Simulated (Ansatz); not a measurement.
Crystal: Mn, the input geometry of an electronic-structure calculation (not necessarily at equilibrium); the starting structure was generated, so it need not be a known form of this composition.

```cif
data_structure
_symmetry_space_group_name_H-M 'P 1'
_symmetry_Int_Tables_number 1
_cell_length_a 4.3256
_cell_length_b 4.3256
_cell_length_c 4.3256
_cell_angle_alpha 90.000
_cell_angle_beta 90.000
_cell_angle_gamma 90.000
_cell_volume 80.93
loop_
_atom_site_label
_atom_site_type_symbol
_atom_site_fract_x
_atom_site_fract_y
_atom_site_fract_z
_atom_site_occupancy
Mn1 Mn 0.00000 0.00000 0.00000 1
Mn2 Mn 0.50000 0.50000 0.50000 1
Mn3 Mn 0.25000 0.00000 0.50000 1
Mn4 Mn 0.75000 0.00000 0.50000 1
Mn5 Mn 0.50000 0.25000 0.00000 1
Mn6 Mn 0.50000 0.75000 0.00000 1
Mn7 Mn 0.00000 0.50000 0.25000 1
Mn8 Mn 0.00000 0.50000 0.75000 1
```

> What does its first Brillouin zone look like, and which path through it is standard?

It has a simple cubic lattice (cP; extended symbol cP2). The zone is a cube: 6 faces (6 with 4 edges), 12 edges, 8 vertices. Path: Γ–X–M–Γ–R–X | R–M.

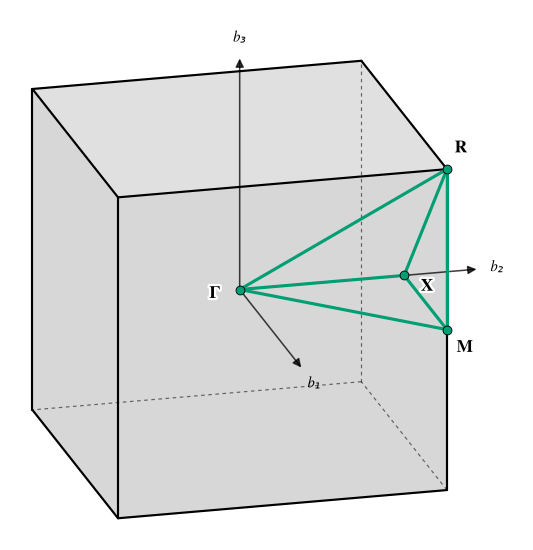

Labels and path follow the convention of Hinuma et al. (2017), as computed by seekpath; the arrows show the directions of the reciprocal primitive vectors b₁, b₂, b₃, in which coordinates are given; lengths include the factor 2π.

```json
{"point": "Γ", "k₁": "0", "k₂": "0", "k₃": "0", "length of k (1/Å)": "0.000"}
{"point": "R", "k₁": "1/2", "k₂": "1/2", "k₃": "1/2", "length of k (1/Å)": "1.258"}
{"point": "M", "k₁": "1/2", "k₂": "1/2", "k₃": "0", "length of k (1/Å)": "1.027"}
{"point": "X", "k₁": "0", "k₂": "1/2", "k₃": "0", "length of k (1/Å)": "0.726"}
```
